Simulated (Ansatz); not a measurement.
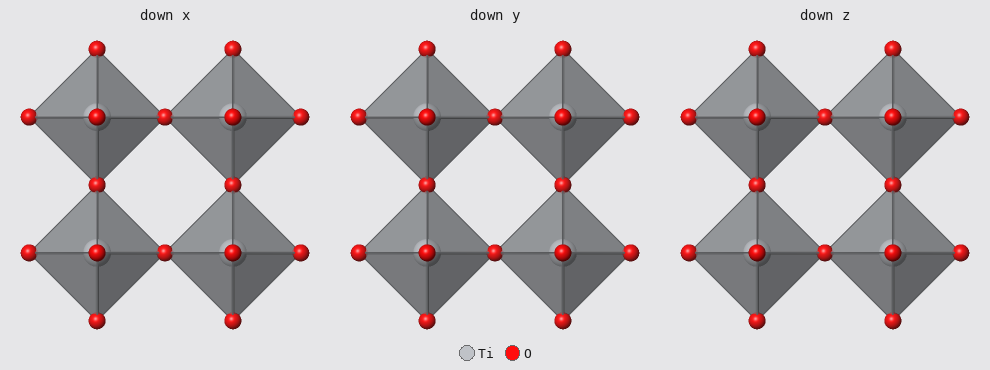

Blocks of 2 × 2 × 2 octahedra, seen down the three pseudocubic axes x, y and z (centre-to-centre directions). The cavity atoms are not drawn.

The compound is BaTiO3, taken as the end point of a relaxation with Ansatz 0.2.0, DFT PBE, scalar-relativistic, plane waves, PAW.

**Which atoms centre the octahedra, which link them, and which fill the cavities?**

Ti at the centres, O at the shared corners, Ba in the cavities: a perovskite-type framework of corner-sharing octahedra.

**Give the tilt system in Glazer's notation, with the angles.**

The octahedra are not tilted (under 0.5° about every axis): a⁰a⁰a⁰.

**What are the Ti–O–Ti angles?**

Along x: 180.0°; along y: 180.0°; along z: 180.0°.
